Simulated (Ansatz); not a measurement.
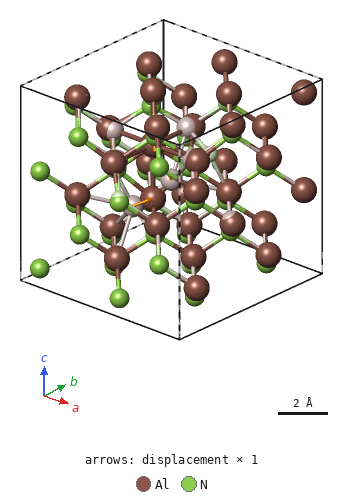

This is a relaxation of a defect cell of composition Al33N32. The starting structure is drawn faded, the final one solid; orange arrows show the displacements, at their true length.

The picture is a ball-and-stick view of the cell of the calculation (origin shifted), seen from a free direction.

All numbers below come from Ansatz 0.2.0, DFT, PBEsol, PAW, plane waves. Set-up: plane-wave cutoff 420 eV; k-point mesh 1 × 1 × 1; mesh shifted by (0.25, 0.25, 0.25); collinear spin; atoms relaxed in a fixed cell; force threshold 0.03 eV/Å; at most 80 steps.

Atoms of which element are displaced furthest, and by how much?

Answer. Aluminium: up to 1.77 Å, against 1.00 Å for nitrogen.

Describe the change and its energy.

Answer. The atom that moves furthest is an Al atom (1.77 Å along [−1 −1 3]). Largest moves by element: Al 1.77 Å, N 1.00 Å. The cell stays as it was. Near-neighbour distances that change, for instance: Al–N 3.879 → 2.030 Å, Al–Al 3.901 → 2.419 Å, Al–Al 2.382 → 3.806 Å, Al–N 3.241 → 1.833 Å. New bonds form: Al–Al (3.22 → 2.42 Å), Al–Al (3.90 → 2.42 Å), Al–N (2.41 → 1.83 Å), Al–N (3.22 → 1.83 Å). Bonds break: Al–Al (2.34 → 3.12 Å), Al–Al (2.38 → 3.81 Å). Among the angles between lasting bonds that change: Al–N–Al 78.7° → 179.9°, Al–Al–N 77.3° → 119.4°, Al–Al–Al 131.6° → 90.0°. Over 22 accepted moves (23 points after the start) the energy falls by 7.477 eV per cell of the calculation. The largest force component goes from 3.9 to 0.0053 eV/Å. The line search rejected the trial step at point 13 of the run. The program noted that the starting moments weren't kept. The run took 2.3 min on 8 threads of Intel(R) Xeon(R) 6975P-C, peak memory 1.8 GiB.
